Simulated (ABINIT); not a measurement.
**Optical-spectrum calculation of CdO (part 2 of 2)**

CdO (Fm-3m, 2 atoms in the cell); Kohn-Sham DFT of a periodic cell, LDA, PseudoDojo NC SR LDA v0.4.1 standard, no spin polarisation (ABINIT 10.8.3); cutoff 1278.94 eV, 6×6×6 k-mesh, fermi-dirac of 0.05 eV. The structure derives from an entry of the Crystallography Open Database.

Geometry of the input (Å; fractional positions):
```
0.0000  2.3495  2.3495
2.3495  0.0000  2.3495
2.3495  2.3495  0.0000
Cd 0.0000  0.0000  0.0000
O  0.5000  0.5000  0.5000
```

Log, continued
```
--- !ResultsGS
iteration_state: {dtset: 1, }
comment   : Summary of ground state results
lattice_vectors:
- [  0.0000000,   4.4399115,   4.4399115, ]
- [  4.4399115,   0.0000000,   4.4399115, ]
- [  4.4399115,   4.4399115,   0.0000000, ]
lattice_lengths: [   6.27898,    6.27898,    6.27898, ]
lattice_angles: [ 60.000,  60.000,  60.000, ] # degrees, (23, 13, 12)
lattice_volume:   1.7504630E+02
convergence: {deltae: -8.043E-12, res2:  8.450E-15, residm:  2.705E-05, diffor: null, }
etotal    :  -1.91790115E+02
entropy   :   0.00000000E+00
fermie    :   2.92895962E-01
cartesian_stress_tensor: # hartree/bohr^3
- [  2.23511427E-04,   0.00000000E+00,   0.00000000E+00, ]
- [  0.00000000E+00,   2.23511427E-04,   0.00000000E+00, ]
- [  0.00000000E+00,   0.00000000E+00,   2.23511427E-04, ]
pressure_GPa:  -6.5759E+00
xred      :
- [  0.0000E+00,   0.0000E+00,   0.0000E+00, Cd]
- [  5.0000E-01,   5.0000E-01,   5.0000E-01,  O]
cartesian_forces: # hartree/bohr
- [ -0.00000000E+00,  -0.00000000E+00,  -0.00000000E+00, ]
- [ -0.00000000E+00,  -0.00000000E+00,  -0.00000000E+00, ]
force_length_stats: {min:   0.00000000E+00, max:   0.00000000E+00, mean:   0.00000000E+00, }
...

 Integrated electronic density in atomic spheres:
 ------------------------------------------------
 Atom  Sphere_radius  Integrated_density
    1        2.00000         17.14639414
    2        2.00000          6.04247765
================================================================================

 ----iterations are completed or convergence reached----

 Mean square residual over all n,k,spin=   10.276E-08; max=  27.052E-06
 reduced coordinates (array xred) for    2 atoms
       0.000000000000      0.000000000000      0.000000000000
       0.500000000000      0.500000000000      0.500000000000
 rms dE/dt=  0.0000E+00; max dE/dt=  0.0000E+00; dE/dt below (all hartree)
    1       0.000000000000      0.000000000000      0.000000000000
    2       0.000000000000      0.000000000000      0.000000000000

 cartesian coordinates (angstrom) at end:
    1      0.00000000000000     0.00000000000000     0.00000000000000
    2      2.34949999845395     2.34949999845395     2.34949999845395

 cartesian forces (hartree/bohr) at end:
    1     -0.00000000000000    -0.00000000000000    -0.00000000000000
    2     -0.00000000000000    -0.00000000000000    -0.00000000000000
 frms,max,avg= 0.0000000E+00 0.0000000E+00   0.000E+00  0.000E+00  0.000E+00 h/b

 cartesian forces (eV/Angstrom) at end:
    1     -0.00000000000000    -0.00000000000000    -0.00000000000000
    2     -0.00000000000000    -0.00000000000000    -0.00000000000000
 frms,max,avg= 0.0000000E+00 0.0000000E+00   0.000E+00  0.000E+00  0.000E+00 e/A
 length scales=  6.278983101200  6.278983101200  6.278983101200 bohr
              =  3.322694762546  3.322694762546  3.322694762546 angstroms
 Fermi (or HOMO) energy (hartree) =   0.29290   Average Vxc (hartree)=  -0.46252
 Eigenvalues (hartree) for nkpt=  28  k points:
 kpt#   1, nband= 17, wtk=  0.02778, kpt= -0.0833 -0.1667  0.0000 (reduced coord)
  -3.39387   -1.96701   -1.96692   -1.96691   -0.33466    0.03912    0.04026    0.04395
   0.04651    0.05441    0.18881    0.23768    0.24341    0.34171    0.74770    0.81237
   0.82778
      occupation numbers for kpt#   1
   2.00000    2.00000    2.00000    2.00000    2.00000    2.00000    2.00000    2.00000
   2.00000    2.00000    2.00000    2.00000    2.00000    0.00000    0.00000    0.00000
   0.00000
 prteigrs : prtvol=0 or 1, do not print more k-points.

--- !EnergyTerms
iteration_state     : {dtset: 1, }
comment             : Components of total free energy in Hartree
kinetic             :  7.24729429389863E+01
hartree             :  4.89029572113625E+01
xc                  : -2.81931534287813E+01
Ewald energy        : -1.27284954973448E+02
psp_core            :  4.40340880918126E+00
local_psp           : -1.63268848177008E+02
non_local_psp       :  1.17755194183604E+00
internal            : -1.91790095677871E+02
'-kT*entropy'       : -1.96626045001529E-05
total_energy        : -1.91790115340476E+02
total_energy_eV     : -5.21887490669093E+03
band_energy         : -1.75134417371007E+01
...

 Cartesian components of stress tensor (hartree/bohr^3)
  sigma(1 1)=  2.23511427E-04  sigma(3 2)=  0.00000000E+00
  sigma(2 2)=  2.23511427E-04  sigma(3 1)=  0.00000000E+00
  sigma(3 3)=  2.23511427E-04  sigma(2 1)=  0.00000000E+00

-Cartesian components of stress tensor (GPa)         [Pressure= -6.5759E+00 GPa]
- sigma(1 1)=  6.57593322E+00  sigma(3 2)=  0.00000000E+00
- sigma(2 2)=  6.57593322E+00  sigma(3 1)=  0.00000000E+00
- sigma(3 3)=  6.57593322E+00  sigma(2 1)=  0.00000000E+00

================================================================================
== DATASET  2 ==================================================================

--- !DatasetInfo
iteration_state: {dtset: 2, }
dimensions: {natom: 2, nkpt: 28, mband: 23, nsppol: 1, nspinor: 1, nspden: 1, mpw: 2709, }
cutoff_energies: {ecut:  47.0, pawecutdg:  -1.0, }
electrons: {nelect:   2.60000000E+01, charge:   0.00000000E+00, occopt:   3.00000000E+00, tsmear:   1.83747000E-03, }
meta: {optdriver: 0, ionmov: 0, optcell: 0, iscf: -3, paral_kgb: 0, }
...

 mkfilename : getden/=0, take file _DEN from output of DATASET   1.

 Exchange-correlation functional for the present dataset will be:
  LDA: Perdew-Wang 92 LSD fit to Ceperley-Alder data - ixc=7
  J.P.Perdew and Y.Wang, PRB 45, 13244 (1992)

 Real(R)+Recip(G) space primitive vectors, cartesian coordinates (Bohr,Bohr^-1):
 R(1)=  0.0000000  4.4399115  4.4399115  G(1)= -0.1126149  0.1126149  0.1126149
 R(2)=  4.4399115  0.0000000  4.4399115  G(2)=  0.1126149 -0.1126149  0.1126149
 R(3)=  4.4399115  4.4399115  0.0000000  G(3)=  0.1126149  0.1126149 -0.1126149
 Unit cell volume ucvol=  1.7504630E+02 bohr^3
 Angles (23,13,12)=  6.00000000E+01  6.00000000E+01  6.00000000E+01 degrees

 getcut: wavevector=  0.0000  0.0000  0.0000  ngfft=  40  40  40
         ecut(hartree)=     47.000   => boxcut(ratio)=   2.06422
--------------------------------------------------------------------------------

================================================================================

--- !BeginCycle
iteration_state: {dtset: 2, }
solver: {iscf: -3, nstep: 120, nline: 4, wfoptalg: 0, }
tolerances: {tolwfr: 1.00E-12, }
...

     iter   Etot(hartree)      deltaE(h)  residm     vres2
 Non-SCF case, kpt    1 ( -0.08333 -0.16667  0.00000), residuals and eigenvalues=
  5.32E-13  3.08E-13  4.67E-13  7.96E-13  2.37E-13  1.67E-13  2.20E-13  1.92E-13
  3.47E-13  1.44E-13  2.97E-13  5.81E-13  7.08E-13  8.94E-14  1.76E-13  1.63E-13
  2.18E-13  9.88E-13  2.50E-13  1.41E-10  2.20E-09  1.59E-06  1.21E-04
 -3.3939E+00 -1.9670E+00 -1.9669E+00 -1.9669E+00 -3.3466E-01  3.9118E-02
  4.0259E-02  4.3953E-02  4.6510E-02  5.4411E-02  1.8881E-01  2.3768E-01
  2.4341E-01  3.4171E-01  7.4770E-01  8.1237E-01  8.2778E-01  8.7250E-01
  9.6059E-01  1.0326E+00  1.0694E+00  1.1626E+00  1.2050E+00
 prteigrs : prtvol=0 or 1, do not print more k-points.

--- !ResultsGS
iteration_state: {dtset: 2, }
comment   : Summary of ground state results
lattice_vectors:
- [  0.0000000,   4.4399115,   4.4399115, ]
- [  4.4399115,   0.0000000,   4.4399115, ]
- [  4.4399115,   4.4399115,   0.0000000, ]
lattice_lengths: [   6.27898,    6.27898,    6.27898, ]
lattice_angles: [ 60.000,  60.000,  60.000, ] # degrees, (23, 13, 12)
lattice_volume:   1.7504630E+02
convergence: {deltae:  0.000E+00, res2:  0.000E+00, residm:  9.904E-13, diffor:  0.000E+00, }
etotal    :  -1.91790115E+02
entropy   :   0.00000000E+00
fermie    :   2.92895963E-01
cartesian_stress_tensor: null
pressure_GPa: null
xred      :
- [  0.0000E+00,   0.0000E+00,   0.0000E+00, Cd]
- [  5.0000E-01,   5.0000E-01,   5.0000E-01,  O]
cartesian_forces: null
force_length_stats: {min: null, max: null, mean: null, }
...

 Integrated electronic density in atomic spheres:
 ------------------------------------------------
 Atom  Sphere_radius  Integrated_density
    1        2.00000         17.14639413
    2        2.00000          6.04247763
================================================================================

 ----iterations are completed or convergence reached----

 Mean square residual over all n,k,spin=   43.019E-14; max=  99.037E-14
 reduced coordinates (array xred) for    2 atoms
       0.000000000000      0.000000000000      0.000000000000
       0.500000000000      0.500000000000      0.500000000000

 cartesian coordinates (angstrom) at end:
    1      0.00000000000000     0.00000000000000     0.00000000000000
    2      2.34949999845395     2.34949999845395     2.34949999845395
 length scales=  6.278983101200  6.278983101200  6.278983101200 bohr
              =  3.322694762546  3.322694762546  3.322694762546 angstroms
 Eigenvalues (hartree) for nkpt=  28  k points:
 kpt#   1, nband= 23, wtk=  0.02778, kpt= -0.0833 -0.1667  0.0000 (reduced coord)
  -3.39387   -1.96701   -1.96692   -1.96691   -0.33466    0.03912    0.04026    0.04395
   0.04651    0.05441    0.18881    0.23768    0.24341    0.34171    0.74770    0.81237
   0.82778    0.87250    0.96059    1.03260    1.06940    1.16264    1.20501
      occupation numbers for kpt#   1
   2.00000    2.00000    2.00000    2.00000    2.00000    2.00000    2.00000    2.00000
   2.00000    2.00000    2.00000    2.00000    2.00000    0.00000    0.00000    0.00000
   0.00000    0.00000    0.00000    0.00000    0.00000    0.00000    0.00000
 prteigrs : prtvol=0 or 1, do not print more k-points.

--- !EnergyTerms
iteration_state     : {dtset: 2, }
comment             : Components of total free energy in Hartree
kinetic             :  7.24729417783868E+01
hartree             :  4.89029572113625E+01
xc                  : -2.81931534287813E+01
Ewald energy        : -1.27284954973448E+02
psp_core            :  4.40340880918126E+00
local_psp           : -1.63268848177008E+02
non_local_psp       :  1.17755218096728E+00
internal            : -1.91790096599339E+02
'-kT*entropy'       : -1.96626048047785E-05
total_energy        : -1.91790116261944E+02
...

--- !EnergyTermsDC
iteration_state     : {dtset: 2, }
comment             : '"Double-counting" decomposition of free energy'
band_energy         : -1.75134417079498E+01
Ewald energy        : -1.27284954973448E+02
psp_core            :  4.40340880918126E+00
xc_dc               : -5.13951078056432E+01
internal            : -1.91790095677860E+02
'-kT*entropy'       : -1.96626048047785E-05
total_energy_dc     : -1.91790115340465E+02
...

================================================================================
== DATASET  3 ==================================================================

--- !DatasetInfo
iteration_state: {dtset: 3, }
dimensions: {natom: 2, nkpt: 28, mband: 19, nsppol: 1, nspinor: 1, nspden: 1, mpw: 2709, }
cutoff_energies: {ecut:  47.0, pawecutdg:  -1.0, }
electrons: {nelect:   2.60000000E+01, charge:   0.00000000E+00, occopt:   3.00000000E+00, tsmear:   1.83747000E-03, }
meta: {optdriver: 8, wfk_task: 7, }
...

 mkfilename : getwfk/=0, take file _WFK from output of DATASET   2.

 Exchange-correlation functional for the present dataset will be:
  LDA: Perdew-Wang 92 LSD fit to Ceperley-Alder data - ixc=7
  J.P.Perdew and Y.Wang, PRB 45, 13244 (1992)

--------------------------------------------------------------------------------

 Computation of velocity matrix elements (DDK)

 Parameters extracted from the Abinit header:
    ecut:     47.0
    nkpt:    864
    mband:   23
    nsppol:  1
    nspinor: 1
    useylm:  0
    inclvkb: 2
    bmin: 1, bmax: 23
    Computing diagonal and off-diagonal matrix elements
    Between band index bmin: 1, bmax: 23

== END DATASET(S) ==============================================================
================================================================================

 -outvars: echo values of variables after computation  --------
            acell      6.2789831012E+00  6.2789831012E+00  6.2789831012E+00 Bohr
           etotal1    -1.9179011534E+02
           etotal2    -1.9179011534E+02
           etotal3     0.0000000000E+00
            fcart1    -0.0000000000E+00 -0.0000000000E+00 -0.0000000000E+00
                      -0.0000000000E+00 -0.0000000000E+00 -0.0000000000E+00
            fcart3     0.0000000000E+00  0.0000000000E+00  0.0000000000E+00
                       0.0000000000E+00  0.0000000000E+00  0.0000000000E+00
            rprim      0.0000000000E+00  7.0710678120E-01  7.0710678120E-01
                       7.0710678120E-01  0.0000000000E+00  7.0710678120E-01
                       7.0710678120E-01  7.0710678120E-01  0.0000000000E+00
           strten1     2.2351142714E-04  2.2351142714E-04  2.2351142714E-04
                       0.0000000000E+00  0.0000000000E+00  0.0000000000E+00
           strten3     0.0000000000E+00  0.0000000000E+00  0.0000000000E+00
                       0.0000000000E+00  0.0000000000E+00  0.0000000000E+00
           xangst      0.0000000000E+00  0.0000000000E+00  0.0000000000E+00
                       2.3494999985E+00  2.3494999985E+00  2.3494999985E+00
             xred      0.0000000000E+00  0.0000000000E+00  0.0000000000E+00
                       5.0000000000E-01  5.0000000000E-01  5.0000000000E-01
 Calculation completed.
```

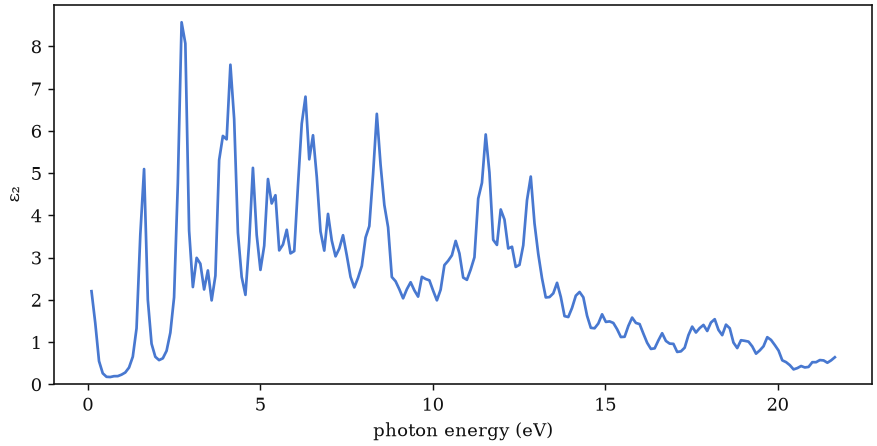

Imaginary part of the dielectric function (first component that the program prints). The highest peak, 8.6, lies at 2.72 eV.

Results in brief

```json
{"quantity": "outcome", "value": "converged"}
{"quantity": "space group (tolerance 0.01 Å)", "value": "Fm-3m (225)"}
{"quantity": "electrons treated", "value": "26"}
{"quantity": "free energy", "value": "−5218.8749 eV"}
{"quantity": "Fermi energy", "value": "7.970 eV"}
{"quantity": "gap on the k-point mesh", "value": "0.39 eV"}
{"quantity": "pressure", "value": "−6.58 GPa"}
{"quantity": "largest force (length of the vector)", "value": "under 0.001 eV/Å"}
{"quantity": "wall time", "value": "2.6 min"}
{"quantity": "peak memory", "value": "0.95 GiB"}
```

Notes

Points of doubt noted for this run: no intraband term. The cell is under a tension of 6.6 GPa at this level, so it is not at its equilibrium volume.
